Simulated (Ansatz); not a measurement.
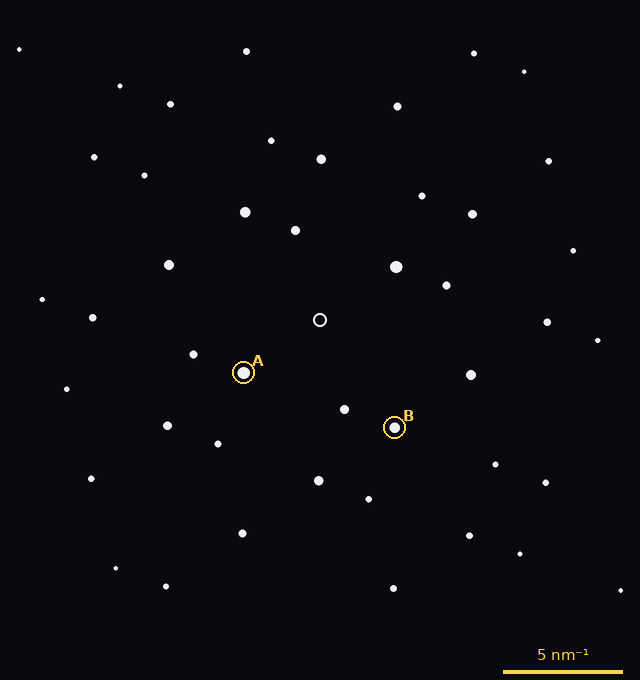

The pattern is a kinematic simulation for 120 kV electrons (no multiple scattering; isotropic B = 0.5 Å²). Two individuals of a reflection twin are superposed (a geometric construction: whether this twin forms is not tested; the second individual is smaller and so fainter). Crystal: Ru, space group Pm-3m (No. 221), a = 2.554 Å, zone axis [110]. Structure: the geometry relaxed with DFT, BLYP, plane waves (420 eV) with PAW, scalar-relativistic in Ansatz 0.2.0; the starting structure was generated, so it need not be a known form of this composition.

```cif
data_structure
_symmetry_space_group_name_H-M 'Pm-3m'
_symmetry_Int_Tables_number 221
_cell_length_a 2.5540
_cell_length_b 2.5540
_cell_length_c 2.5540
_cell_angle_alpha 90.000
_cell_angle_beta 90.000
_cell_angle_gamma 90.000
_cell_volume 16.66
loop_
_atom_site_label
_atom_site_type_symbol
_atom_site_symmetry_multiplicity
_atom_site_Wyckoff_symbol
_atom_site_fract_x
_atom_site_fract_y
_atom_site_fract_z
_atom_site_occupancy
Ru1 Ru 1 a 0.00000 0.00000 0.00000 1
```

In the first individual spot A is 0 0 -1 and spot B is -1 1 0.

Find the twin plane.

(1-1-1). The spot positions of the combined pattern are mirror-symmetric about the row through 1 -1 -1 (d = 1.475 Å), which both individuals share, while a single individual has only symmetry 2mm without that mirror line. Friedel's law adds the mirror line at right angles, so a twin on (1-12) would give the same picture; the more widely spaced plane was used.

Which other reflections coincide?

Off the common row, 1 -1 2, 0 0 3, 2 -2 1 and their kin fall on spots of the second individual; about 25 % of the first individual's visible spots are shared.
